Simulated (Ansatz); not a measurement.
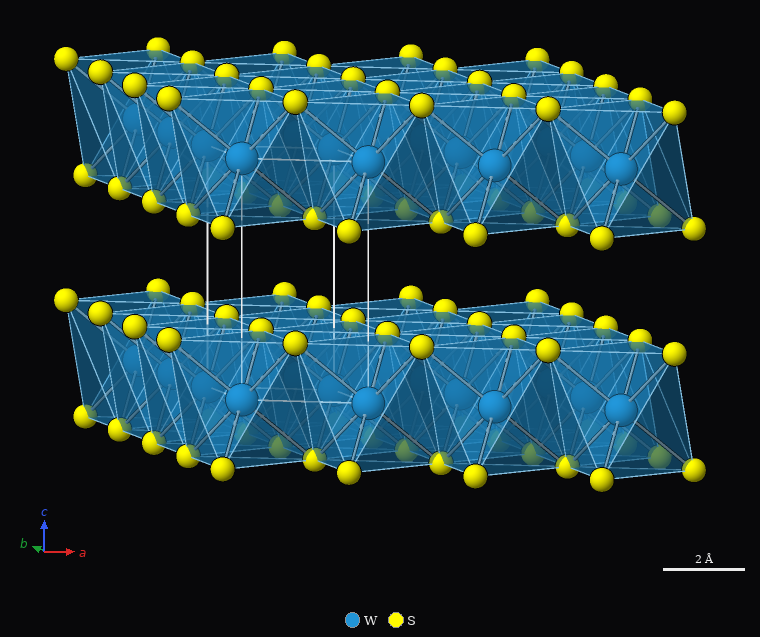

Figure 1. The input geometry (polyhedral view of the cell of the calculation, repeated 3 × 3 × 1, seen slightly off an axis; polyhedra are completed across the faces of the cell).

**Single-point calculation, with input and output: WS₂ (part 1 of 2)**

System: WS₂ (P-3m1, 3 atoms in the cell).
Method: DFT, HSE06, plane waves, PAW, no spin polarisation (Ansatz 0.2.0).

The structure was built on a prototype by a generator. The geometry comes from this level: r2scan-rvv10. Figures and captions count atoms from 1; the log counts them from 0 in places.

### Log
```
Warning: output.stress: scf.convergence.dr2_threshold = 1e-7 eV (the SCF's general default) is looser than the 3e-10 eV advised for a printed stress (1e-10 eV for each atom of the cell: 3). What an SCF threshold leaves in a stress goes as its square root, and in the free energy as the threshold itself, and one threshold admits the most on a small cell: of the crystals measured, under no hybrid functional and no lock of the moments, on runs that ended without the residual-converged pass, on stresses that held no estimate of that error, the worst erred by over 100 MPa in a component at 1e-7 eV an atom and by under 5 at 1e-10. Set scf.convergence.dr2_threshold to 3e-10 eV or tighter. The threshold is an SCF's pass mark: one that does not reach it within its budget of iterations ends unconverged, or closes short of it on a stop that the run arms, and scf.convergence.dr2_threshold's page says what that costs each kind of run
Warning: output.stress: scf.exx.energy_threshold = 1e-6 eV is looser than the 3e-8 eV advised for a stress under a hybrid functional (1e-8 eV for each atom of the cell: 3). Every SCF of the exchange loop can meet its threshold on dr2 while the loop round them stops early: no threshold on dr2 bounds what that leaves in the stress. Set scf.exx.energy_threshold to 3e-8 eV or tighter. The threshold is the loop's pass mark: a loop that does not reach it within its budget of cycles ends unconverged, and scf.exx.energy_threshold's page has the law
scf.n_extra_bands = 4 over 13 filled bands (N_el = 26.0): the run solves 17 bands
Engine: ansatz 0.2.0, aarch64-unknown-linux-gnu
Pseudopotentials: kind: paw
Pseudopotential: W, paw, valence charge 14, recommended cutoff 420 eV (normal), W.paw.azcp
Pseudopotential: S, paw, valence charge 6, recommended cutoff 420 eV (normal), S.paw.azcp
Functional definition: HSE06
  parameter a = 0.25
  parameter omega = 0.11/bohr
  exchange = pbe_x - a*pbe_x_sr(omega) + a*exact_x_sr(omega)
  correlation = pbe_c
Crystal: 3 atoms, lattice volume = 54.112 Å³
Basis set: ecut = 420 eV, 1077 PW (Γ), exchange–correlation on 48×48×90 points (8 copies of the dense FFT grid, shifted against one another)
Bands: 17, of which v1, the nominal top of the filled ones, is band 13 counted from 1 (12 counted from 0)
Symmetry: 12 space group operations
Space group: P-3m1 (ITA 164), of the structure as read, at distance tolerance 3.8e-5 Å
k-points: 14 of 72
Non-local potential: W, projectors of the file, l = 0: 3, l = 1: 2, l = 2: 2, l = 3: 1
Non-local potential: S, projectors of the file, l = 0: 2, l = 1: 2, l = 2: 2
PAW form: soft (Blöchl's): semilocal exchange-correlation on the pseudo side does not see the compensation charge
PAW frozen core: W, regenerated for the run's functional, and the local potential with it (the file was generated under x = pbe(κ = 0.804, μ = 0.2195149727645171), c = pbe(β = 0.06672455060314922))
PAW frozen core: S, regenerated for the run's functional, and the local potential with it (the file was generated under x = pbe(κ = 0.804, μ = 0.2195149727645171), c = pbe(β = 0.06672455060314922))
PAW one-centre angular grid: W, 590 points (default); XC on 64 Gauss nodes
PAW one-centre angular grid: S, 110 points (default); XC on 64 Gauss nodes
Initial density: superposition of atomic densities (neutral atoms: chi_scale 0, normalization atom), corrected by the library's trained network
Initial wavefunctions: pseudopotential atomic-orbital guess
Functional: x = pbe(κ = 0.804, μ = 0.2195149727645171), c = pbe(β = 0.06672455060314922), warm-up for x = pbe(κ = 0.804, μ = 0.2195149727645171) + 0.25 (exact − pbe) at short range (hse, ω = 0.20786987370883472 Å⁻¹), c = pbe(β = 0.06672455060314922); HSE06 as pw.x's `hse` composes it (authors' and Libxc's form: `xc: wpbeh`)
SCF iter   1: F=—  HF=-12190.536771 eV  |F-HF|=—  |Δ(HF+E_count)|=         —  Δρ=6.43e-3  dr2=4.13e-2  ethr=1.77e-3  ⟨swp⟩=6.2  Hψ=991  notcnv=0
preconditioner: auto → none  [insulator: Δε(μ)=0.349 eV  Ē_g=8.611 eV  σ=0.020 eV  W_gap=0.83  n_scr=10 (ndim 8)  ℏωp=21.4 eV  f_vac=0.010  D(μ)=1.16/eV (n_scr^D=2)]
SCF iter   2: F=—  HF=-12190.550987 eV  |F-HF|=—  |Δ(HF+E_count)|=   1.42e-2  Δρ=8.45e-3  dr2=1.39e-1  ethr=1.59e-4  ⟨swp⟩=4.2  Hψ=722  notcnv=0
iter 3 solved again at ethr=5.71e-6 eV; its pass at ethr=1.59e-4 eV (dr2=1.48e-3 eV) is discarded
SCF iter   3: F=—  HF=-12190.529711 eV  |F-HF|=—  |Δ(HF+E_count)|=   2.13e-2  Δρ=1.62e-3  dr2=1.51e-3  ethr=5.71e-6  ⟨swp⟩=2.8  Hψ=1105  notcnv=0
SCF iter   4: F=—  HF=-12190.529908 eV  |F-HF|=—  |Δ(HF+E_count)|=   1.97e-4  Δρ=3.75e-4  dr2=3.63e-5  ethr=5.71e-6  ⟨swp⟩=2.6  Hψ=455  notcnv=0
SCF iter   5: F=—  HF=-12190.529959 eV  |F-HF|=—  |Δ(HF+E_count)|=   5.14e-5  Δρ=7.99e-5  dr2=5.61e-6  ethr=1.40e-7  ⟨swp⟩=3.9  Hψ=566  notcnv=0
SCF iter   6: F=—  HF=-12190.529959 eV  |F-HF|=—  |Δ(HF+E_count)|=   1.33e-7  Δρ=2.06e-5  dr2=4.58e-7  ethr=2.16e-8  ⟨swp⟩=2.6  Hψ=435  notcnv=0
SCF iter   7: F=—  HF=-12190.529959 eV  |F-HF|=—  |Δ(HF+E_count)|=   4.73e-9  Δρ=8.13e-6  dr2=9.62e-8  ethr=1.76e-9  ⟨swp⟩=3.4  Hψ=524  notcnv=0
SCF iter   8: F=—  HF=-12190.529959 eV  |F-HF|=—  |Δ(HF+E_count)|=   1.36e-8  Δρ=4.03e-6  dr2=2.28e-8  ethr=3.70e-10  ⟨swp⟩=2.0  Hψ=424  notcnv=0
SCF iter   9: F=-12190.529959 eV  HF=-12190.529959 eV  |F-HF|=1.29e-10  |Δ(HF+E_count)|=   3.31e-9  Δρ=4.03e-7  dr2=1.54e-10  ethr=8.76e-11  ⟨swp⟩=3.0  Hψ=480  notcnv=0
SCF 1 converged in 9 iterations: F = -12190.529959 eV  dr2 = 1.54e-10
  greatest PAW one-centre occupation: 0.999 electrons in one spin orbital (limit 2), on the W atom at site 0 (counted from 0), in its partial waves of l = 0
Initial density: handed on by an earlier stage of this run
Initial wavefunctions: those handed on with the density
Functional: x = pbe(κ = 0.804, μ = 0.2195149727645171) + 0.25 (exact − pbe) at short range (hse, ω = 0.20786987370883472 Å⁻¹), c = pbe(β = 0.06672455060314922); HSE06 as pw.x's `hse` composes it (authors' and Libxc's form: `xc: wpbeh`)
Exchange kernel: α = 0.2500, screened, ω = 0.2079 Å⁻¹, Wigner–Seitz truncation, v(0) = 1021.1265 eV·Å³, q-mesh 6×6×2, nearest image of the exchange supercell L = 11.99 Å, pair-density grid 15×15×27, without the augmentation charges, whose exchange is taken in its separable form by FFT convolution over the k-point mesh (sized by the pseudopotential files, 20×20×45 at the most), smooth part of the exact exchange by density-matrix convolution
Frozen-core exchange: fock
iter 1 solved again at ethr=1.96e-4 eV; its pass at ethr=1.00e-1 eV (dr2=5.11e-2 eV) is discarded
SCF iter   1: F=—  HF=-12192.360617 eV  |F-HF|=—  |Δ(HF+E_count)|=         —  Δρ=7.23e-3  dr2=5.41e-2  ethr=1.96e-4  ⟨swp⟩=3.7  Hψ=1031  notcnv=0
preconditioner: auto → none  [insulator: Δε(μ)=0.545 eV  Ē_g=9.980 eV  σ=0.020 eV  W_gap=0.84  n_scr=10 (ndim 8)  ℏωp=21.4 eV  f_vac=0.011  D(μ)=1.18/eV (n_scr^D=2)]
SCF iter   2: F=—  HF=-12192.369751 eV  |F-HF|=—  |Δ(HF+E_count)|=   9.13e-3  Δρ=6.55e-3  dr2=8.28e-2  ethr=1.96e-4  ⟨swp⟩=4.0  Hψ=685  notcnv=0
SCF iter   3: F=—  HF=-12192.351746 eV  |F-HF|=—  |Δ(HF+E_count)|=   1.80e-2  Δρ=2.21e-3  dr2=2.16e-3  ethr=1.96e-4  ⟨swp⟩=3.1  Hψ=587  notcnv=0
SCF iter   4: F=—  HF=-12192.351102 eV  |F-HF|=—  |Δ(HF+E_count)|=   6.44e-4  Δρ=4.92e-4  dr2=1.16e-4  ethr=7.38e-6  ⟨swp⟩=3.1  Hψ=612  notcnv=0
SCF iter   5: F=—  HF=-12192.351138 eV  |F-HF|=—  |Δ(HF+E_count)|=   3.64e-5  Δρ=2.02e-4  dr2=2.65e-5  ethr=2.84e-7  ⟨swp⟩=3.1  Hψ=527  notcnv=0
SCF iter   6: F=—  HF=-12192.351157 eV  |F-HF|=—  |Δ(HF+E_count)|=   1.89e-5  Δρ=7.64e-5  dr2=3.97e-6  ethr=5.13e-8  ⟨swp⟩=3.2  Hψ=589  notcnv=0
SCF iter   7: F=-12192.351161 eV  HF=-12192.351161 eV  |F-HF|=5.29e-7  |Δ(HF+E_count)|=   4.11e-6  Δρ=4.07e-5  dr2=1.44e-6  ethr=7.42e-9  ⟨swp⟩=3.1  Hψ=550  notcnv=0
SCF 2 stopped early in 7 iterations: F = -12192.351161 eV  dr2 = 1.44e-6
  Residual-converged pass: ⟨swp⟩=4.0  Hψ=645  notcnv=0  max |occ|·‖R‖ = 6.2e-6 eV (tolerance 6.7e-6 eV)  dr2=1.45e-6  dr2_onsite=2.11e-8  max |Δocc| = 1.3e-9
  greatest PAW one-centre occupation: 0.998 electrons in one spin orbital (limit 2), on the W atom at site 0 (counted from 0), in its partial waves of l = 0
hybrid outer 1: dexx = +7.404e-3 eV, tail = 9.86e-6 eV
Exchange kernel: α = 0.2500, screened, ω = 0.2079 Å⁻¹, Wigner–Seitz truncation, v(0) = 1021.1265 eV·Å³, q-mesh 6×6×2, nearest image of the exchange supercell L = 11.99 Å, pair-density grid 15×15×27, without the augmentation charges, whose exchange is taken in its separable form by FFT convolution over the k-point mesh (sized by the pseudopotential files, 20×20×45 at the most), smooth part of the exact exchange by density-matrix convolution
Frozen-core exchange: fock
SCF iter   1: F=—  HF=-12192.351158 eV  |F-HF|=—  |Δ(HF+E_count)|=         —  Δρ=6.72e-5  dr2=1.20e-6  ethr=1.90e-7  ⟨swp⟩=3.3  Hψ=583  notcnv=0
preconditioner: auto → none  [insulator: Δε(μ)=0.555 eV  Ē_g=9.921 eV  σ=0.020 eV  W_gap=0.60  n_scr=10 (ndim 8)  ℏωp=21.4 eV  f_vac=0.011  D(μ)=1.08/eV (n_scr^D=2)]
SCF iter   2: F=—  HF=-12192.351158 eV  |F-HF|=—  |Δ(HF+E_count)|=   1.66e-8  Δρ=2.97e-5  dr2=4.06e-7  ethr=4.28e-9  ⟨swp⟩=2.8  Hψ=447  notcnv=0
SCF iter   3: F=—  HF=-12192.351159 eV  |F-HF|=—  |Δ(HF+E_count)|=   2.25e-7  Δρ=1.92e-5  dr2=4.50e-7  ethr=1.07e-9  ⟨swp⟩=3.0  Hψ=520  notcnv=0
SCF iter   4: F=—  HF=-12192.351159 eV  |F-HF|=—  |Δ(HF+E_count)|=   9.49e-8  Δρ=1.70e-5  dr2=3.69e-7  ethr=1.07e-9  ⟨swp⟩=3.1  Hψ=520  notcnv=0
SCF iter   5: F=—  HF=-12192.351159 eV  |F-HF|=—  |Δ(HF+E_count)|=   2.98e-8  Δρ=4.75e-6  dr2=1.29e-8  ethr=1.07e-9  ⟨swp⟩=3.0  Hψ=448  notcnv=0
SCF iter   6: F=—  HF=-12192.351159 eV  |F-HF|=—  |Δ(HF+E_count)|=   1.19e-8  Δρ=1.20e-6  dr2=8.45e-10  ethr=2.52e-11  ⟨swp⟩=3.6  Hψ=670  notcnv=0
SCF iter   7: F=-12192.351159 eV  HF=-12192.351159 eV  |F-HF|=6.73e-11  |Δ(HF+E_count)|=  1.51e-10  Δρ=2.67e-7  dr2=8.32e-11  ethr=2.46e-12  ⟨swp⟩=3.3  Hψ=611  notcnv=0
SCF 3 converged in 7 iterations: F = -12192.351159 eV  dr2 = 8.32e-11
  Residual-converged pass: ⟨swp⟩=3.0  Hψ=532  notcnv=0  max |occ|·‖R‖ = 2.3e-7 eV (tolerance 2.7e-7 eV)  dr2=8.31e-11  dr2_onsite=1.13e-12  max |Δocc| = 6.5e-13
```

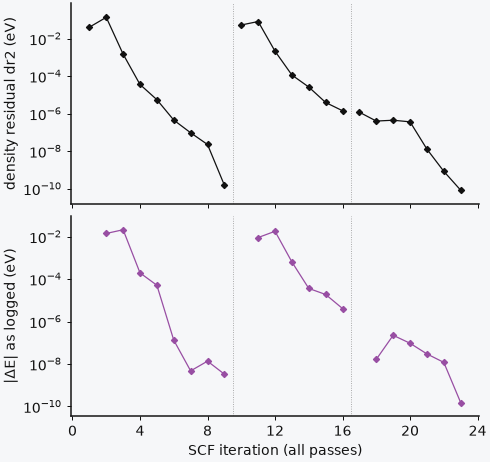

Figure 2. Convergence of the self-consistent field: density residual dr2 and size of the energy change against the SCF iteration. The run starts with a semilocal functional; after that each stretch between dotted lines is one SCF of the hybrid functional between two exact rebuilds of the exchange operator by the outer loop. Early passes are stopped at a loose threshold. The passes take 9, 7 and 7 iterations.

```
hybrid outer 2: dexx = +2.295e-6 eV, tail = 4.74e-9 eV, Δε = 3.59e-3 eV (about 1.16e-4 eV left of the loop's levels), ΔF = 4.56e-3 eV/Å (tail 3.92e-4)
hybrid SCF converged: 2 outer / 14 inner (+9 warm-up), last move |dexx| = 2.30e-6 eV, tail = 4.74e-9 eV
Stability not checked: this state was not tested for a lower state beside it, because the functional holds exact exchange (a hybrid, or Hartree-Fock), whose exchange loop this test does not read (fock_operator; see scf.lower_state_search)
Free energy (F): -12192.351159 eV
Frozen-core exchange: fock
Harris-Foulkes:  -12192.351159 eV  (|F-HF|=6.73e-11)
Internal energy: -12192.349726 eV  (E = F + TS)
E sigma→0 (E₀):  -12192.350443 eV
Entropy (-TS):   -0.001432 eV (-0.477 meV/atom)
Fermi energy:    11.648837 eV
--- Per-component energies (eV) ---
  E_band       = -236.142159
  E_kinetic    = 663.390799
  E_local      = -1670.691584  (includes V_loc(G=0)·N_el)
  E_nonlocal   = 58.231557
  E_hartree    = 651.725392
  E_xc         = -368.473134
  E_vxc        = -330.321746  (∫ρ·V_xc dr)
  E_exx        = -62.985553  (= α·E_x^exact, valence–valence)
  E_paw        = -9793.743267  (= ΣΔE_a)
  E_vpaw       = -134.230641  (= ΣTr[D̂ρ^β])
  E_aug_tail   = -0.000059  (compensation charges beyond the density's cutoff)
  E_ewald      = -1666.694341
  E_core_change = -3.109535  (= ΣΔE_core)
  E_smearing   = -0.001432  (= −TS)
  E_closure    = 0.000000  (closes the sum)
  Σ components = -12192.351159   (vs F -12192.351159, Δ=-1.82e-12)
```
